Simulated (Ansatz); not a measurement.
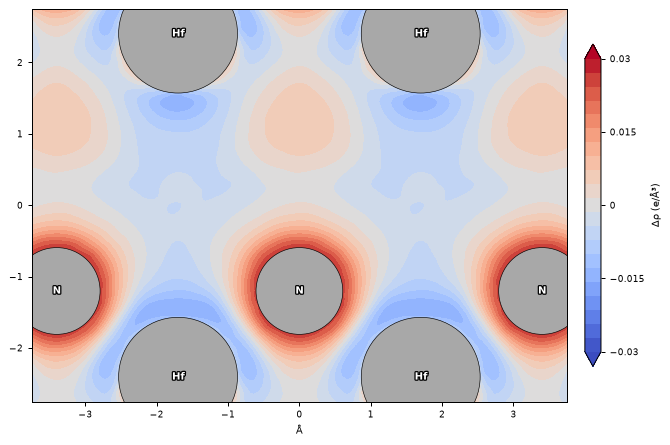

HfN. Difference of the valence pseudo-densities of two functionals at the same geometry, on the (11̄0) plane of the calculation cell: one of PBEsol and r2SCAN less the other.

Both computed with Ansatz (plane waves, PAW), on the same k-point mesh. Grey discs cover the atomic cores.

```cif
data_structure
_symmetry_space_group_name_H-M 'P 1'
_symmetry_Int_Tables_number 1
_cell_length_a 3.4008
_cell_length_b 3.4008
_cell_length_c 3.4008
_cell_angle_alpha 60.000
_cell_angle_beta 60.000
_cell_angle_gamma 60.000
_cell_volume 27.81
loop_
_atom_site_label
_atom_site_type_symbol
_atom_site_fract_x
_atom_site_fract_y
_atom_site_fract_z
_atom_site_occupancy
Hf1 Hf 0.00000 0.00000 0.00000 1
N1 N 0.25000 0.25000 0.25000 1
```

**Which was subtracted from which, and what does the map show?**

It is r2SCAN less PBEsol. Against PBEsol, r2SCAN gives less density around Hf (−0.007 e/Å³ on average at 1.2 Å from the nucleus), more density around N (+0.017 e/Å³ on average at 0.8 Å from the nucleus) and a change of −0.008 e/Å³ at the midpoint of Hf–N.
